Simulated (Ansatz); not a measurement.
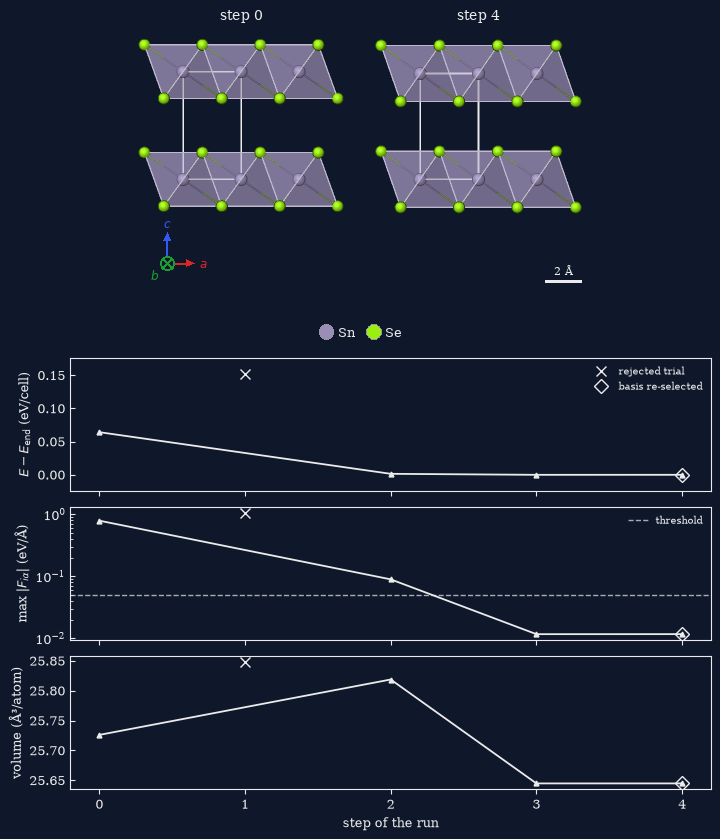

First and last geometry of a relaxation of solid SnSe2 (set up in P-3m1) (coarse preliminary run), with the history of the run. Style: polyhedral. Shown: the cell of the calculation, repeated 2 × 1 × 1 with one cell outlined, along the b axis.

Computed with Ansatz, DFT PBE+D3(BJ), scalar-relativistic, plane waves, PAW. Set-up: plane-wave cutoff 420 eV; k-point mesh 6 × 6 × 4; occupations gaussian; smearing width 0.1 eV; no spin polarisation; cell and atoms relaxed; force threshold 0.05 eV/Å; at most 80 steps.

Did the run converge, and what did it change?

Answer. It converged. After 2 accepted moves (4 points after the start) the energy has fallen by 64.3 meV per cell of the calculation. Largest force component: 0.79 eV/Å at the start, 0.012 eV/Å at the end. The pressure goes from 3.25 to −0.02 GPa. The line search rejected the trial step at point 1 of the run. At 1 point the geometry stayed and the basis and grid were re-selected for the new cell (energy shift of less than 0.05 meV per cell of the calculation at most each time). The largest moves relative to the cell, 0.093 Å, are those of Se atoms. Sn stays in place. Cell: a = b 3.811 → 3.839 Å (+0.7 %), c 6.136 → 6.028 Å (−1.8 %). Volume −0.3 %. Some distances before and after: Se–Sn 2.679 → 2.730 Å. The space group stays P-3m1 (No. 164). Cost: 4.3 s on 2 threads of Intel(R) Xeon(R) 6975P-C (Granite Rapids), with other jobs on the host, peak memory 0.45 GiB.
